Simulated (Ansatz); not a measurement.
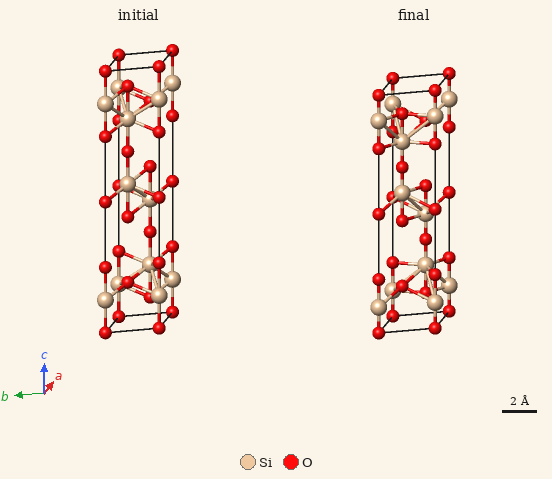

The structure of a crystal of SiO2 (a generated structure, set up in R-3m) (coarse preliminary run) before (left) and after (right) a relaxation, at one scale.

Style: ball-and-stick. Shown: the conventional cell (3 times the calculation's cell), from a free direction. Lengths and directions refer to the drawn axes.

These are results of DFT PBE, scalar-relativistic, plane waves, PAW (Ansatz 0.2.0), not measurements.

Input file:
```yaml
crystal:
  lattice:
    - [1.68974597, 0.97557529, 5.51868722]
    - [-1.68974597, 0.97557529, 5.51868722]
    - [0.0, -1.95115058, 5.51868722]
  atoms:
    - { symbol: Si, position: [0.125, 0.125, 0.125] }
    - { symbol: Si, position: [0.875, 0.875, 0.875] }
    - { symbol: O, position: [0.75, 0.75, 0.75], spin: 1.0 }
    - { symbol: O, position: [0.5, 0.5, 0.5], spin: 1.0 }
    - { symbol: O, position: [0.25, 0.25, 0.25], spin: 1.0 }
    - { symbol: O, position: [0.0, 0.0, 0.0], spin: 1.0 }
basis:
  ecutwfc: 420
kpoints:
  mp_grid: { grid: [6, 6, 6] }
hamiltonian:
  xc: pbe
scf:
  occupations: { method: gaussian, width: 0.1 }
  lower_state_search: "off"
output:
  forces: true
  stress: true
  eigenvalues: true
  populations: true
magnetization:
  spin_polarized: true
relax:
  adjacent_minimum: "off"
  f_tol: 0.04
  max_steps: 70
  cell: { stress_tol: 0.4 }
```

Launched with:
```bash
ansatz run input.yaml --threads 1 --pin off --max-ram 2560MiB --backend cpu --events-out ev --progress --plain --runs-dir out
```

### Describe what moved and what it gained.

The largest moves relative to the cell, 0.37 Å, are those of O3 and O5. O5 goes along −c. Largest moves by element: O 0.37 Å, Si 0.26 Å. The drawn cell changes at constant volume: a = b 3.379 → 3.545 Å (+4.9 %), c 16.556 → 15.049 Å (−9.1 %). Some distances before and after: Si1–O6 2.070 → 1.625 Å, Si1–Si2 2.390 → 2.703 Å, Si1–O5 2.070 → 1.764 Å, Si1–O4 2.070 → 2.229 Å. Among the angles between lasting bonds that change: Si1–O3–Si2 70.5° → 90.0°, Si1–O3–Si1 109.5° → 120.0°, Si1–O4–Si1 109.5° → 105.4°. The space group stays R-3m (No. 166). Over 7 accepted moves (9 points after the start) the energy falls by 1234 meV per atom. The largest force component goes from 8.3 to 0.011 eV/Å. The pressure goes from 4.86 to 0.11 GPa. The SCF was repeated twice at an unchanged geometry on a basis and grid sized afresh for the cell, which shifted the energy by 3.6 meV per atom at most. The program noted that the starting moments weren't kept. The run took 33 s on 1 thread of Intel(R) Xeon(R) 6975P-C (Granite Rapids), with other jobs on the host, peak memory 0.42 GiB.
